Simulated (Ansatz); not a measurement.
System: GaSb₃.

```
Sb Ga
1.0
     7.72047    0.00000    0.00000
     0.00000    7.72047    0.00000
     0.00000    0.00000    7.72047
Sb Ga
12 4
Cartesian
  3.8602 0.0000 0.0000
  0.0000 3.8602 0.0000
  0.0000 0.0000 3.8602
  3.8602 3.8602 3.8602
  5.7904 1.9301 1.9301
  1.9301 5.7904 1.9301
  1.9301 1.9301 5.7904
  5.7904 5.7904 5.7904
  1.9301 1.9301 1.9301
  5.7904 5.7904 1.9301
  5.7904 1.9301 5.7904
  1.9301 5.7904 5.7904
  0.0000 0.0000 0.0000
  3.8602 3.8602 0.0000
  3.8602 0.0000 3.8602
  0.0000 3.8602 3.8602
```

Space group Fm-3m; a structure from a database of computed crystals, not necessarily the ambient phase.

Computed with Ansatz 0.2.0, Kohn-Sham DFT of a periodic cell, BLYP, Ansatz PAW.

Question: What can the converged valence pseudo-density and electron localisation function tell about the bonding?

Answer: Ga–Sb (3.34 Å): ρ is about 0.13 e/Å³ halfway; the ELF is about 0.30 at the midpoint; no localised pair shows between them.

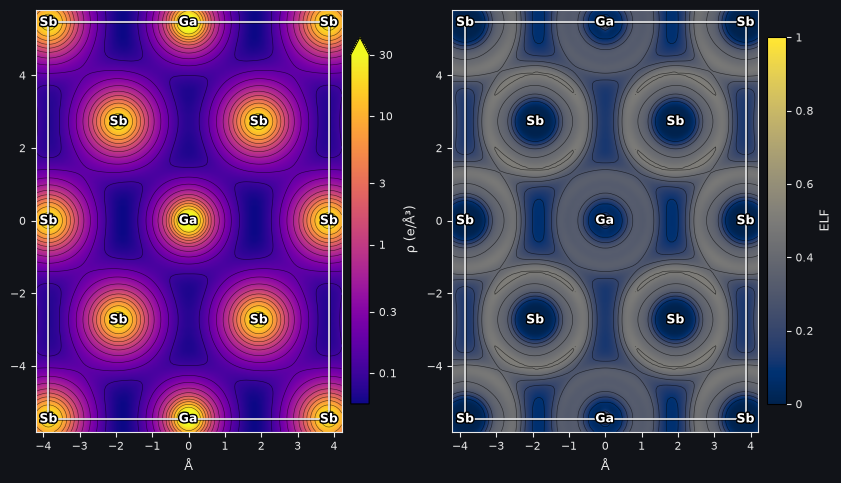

Computed valence pseudo-density and electron localisation function on the (110) plane of the conventional cell, in this order. 

Core electrons are frozen (PAW), and the valence fields are smoothed inside the atomic spheres.
